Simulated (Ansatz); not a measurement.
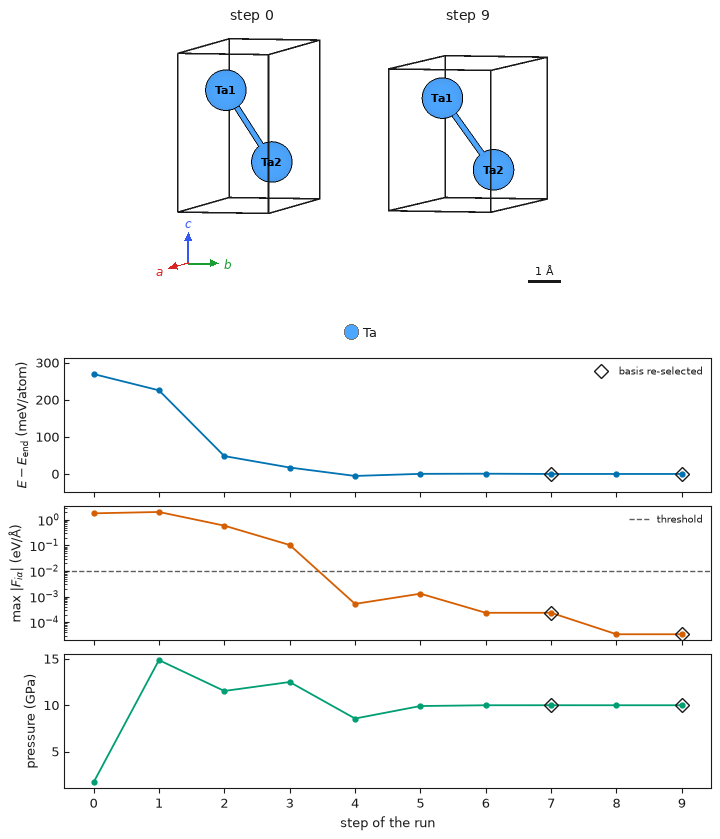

First and last geometry of a relaxation of crystalline Ta (set up in P-1), with the history of the run. Style: ball-and-stick. Shown: the cell of the calculation, from a free direction.

The run lets cell and atoms move, from this start: atom 2 moved 0.45 A.

Level of theory: Kohn-Sham DFT of a periodic cell, PBE, Ansatz PAW in Ansatz.

The input:
```yaml
crystal:
  lattice:
    - [2.90037207, 0.0, 0.0]
    - [-1.45018604, 2.5117959, 0.0]
    - [0.0, 0.0, 5.166274]
  atoms:
    - { symbol: Ta, position: [0.58500635, 0.29443166, 0.73213135] }
    - { symbol: Ta, position: [0.41499365, 0.70556834, 0.26786865] }
hamiltonian:
  xc: pbe
  pseudopotentials: { kind: paw }
kpoints:
  mp_grid: { grid: [11, 11, 5] }
scf:
  occupations: { method: fermi_dirac, width: 0.05 }
output:
  forces: true
  stress: true
  eigenvalues: true
  write_density: true
  write_potential: true
  elf: true
  volumetric_format: npy
relax:
  f_tol: 0.01
  max_steps: 40
  cell: { stress_tol: 0.05, p_target: 10.0 }
```

Launched with:
```bash
ansatz run input.yaml --threads 2 --pin off --max-ram 5632MiB --backend cpu --events-out ev --progress --plain --runs-dir out
```

### Did the run converge, and what did it change?

It converged. The largest moves relative to the cell, 0.21 Å, are those of Ta1 and Ta2. Ta1 goes roughly along [−3 −2 1]. The volume changes by −7.4 %, with a 2.900 → 2.829 Å (−2.5 %), b 2.900 → 3.272 Å (+12.8 %), c 5.166 → 4.616 Å (−10.7 %), γ 120.0° → 125.3°. Some distances before and after: Ta1–Ta2 4.037 → 3.264 Å, Ta1–Ta2 (another image) 3.793 → 3.264 Å, Ta1–Ta1 2.900 → 3.272 Å, Ta1–Ta2 (another image) 3.159 → 2.829 Å. The space group (tolerance 0.01 Å) goes from P-1 (No. 2) to I4/mmm (No. 139). After 7 accepted moves (9 points after the start) the energy has fallen by 270 meV per atom. With the target pressure of 10 GPa, the enthalpy E + pV changes by −356 meV per atom. Largest force component: 1.8 eV/Å at the start, under 0.0001 eV/Å at the end. Pressure: 1.68 GPa at the start and 10.00 GPa at the end. At 2 points the geometry stayed and the basis and grid were re-selected for the new cell (energy shift of 0.7 meV per atom at most each time).
